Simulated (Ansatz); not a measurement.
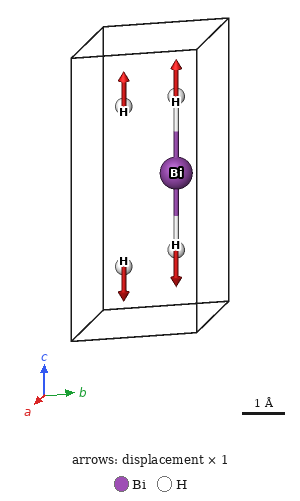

This is a relaxation of a crystal of BiH₄ (a generated structure, set up in P-6m2) (coarse preliminary run). The starting structure is drawn; red arrows show the displacements (the part carried along by the change of the cell is left out), at their true length.

Style: ball-and-stick. Shown: the cell of the calculation, slightly off an axis.

Method: DFT PBE, scalar-relativistic, plane waves, PAW in Ansatz. Set-up: plane-wave cutoff 420 eV; k-point mesh 6 × 6 × 4; occupations gaussian; smearing width 0.1 eV; no spin polarisation; cell and atoms relaxed; force threshold 0.04 eV/Å; at most 70 steps.

**Atoms of which element are displaced furthest, and by how much?**

Hydrogen: up to 0.93 Å, against 0.00 Å for bismuth.

**What did the optimiser do to the structure, and how much energy did it gain?**

Over 18 accepted moves (20 points after the start) the energy falls by 910 meV per atom. The largest force component goes from 1.3 to 0.0099 eV/Å. Pressure: 7.45 GPa at the start and 0.21 GPa at the end. The SCF was repeated twice at an unchanged geometry on a basis and grid sized afresh for the cell, which shifted the energy by 7.4 meV per atom at most. The largest moves relative to the cell, 0.93 Å, are those of H atoms. Bi stays in place. The volume changes by +11.2 %, with a = b 3.122 → 3.631 Å (+16.3 %), c 7.012 → 5.764 Å (−17.8 %). Near-neighbour distances that change, for instance: H–H 3.211 → 0.781 Å, H–H 3.046 → 0.752 Å, Bi–H 1.901 → 2.491 Å, Bi–Bi 3.122 → 3.631 Å. New bonds form, among them: H–H (3.05 → 0.75 Å). The space group stays P-6m2 (No. 187).

Limits of the set-up: layers or molecules are held without a dispersion correction, so their spacing is unreliable.
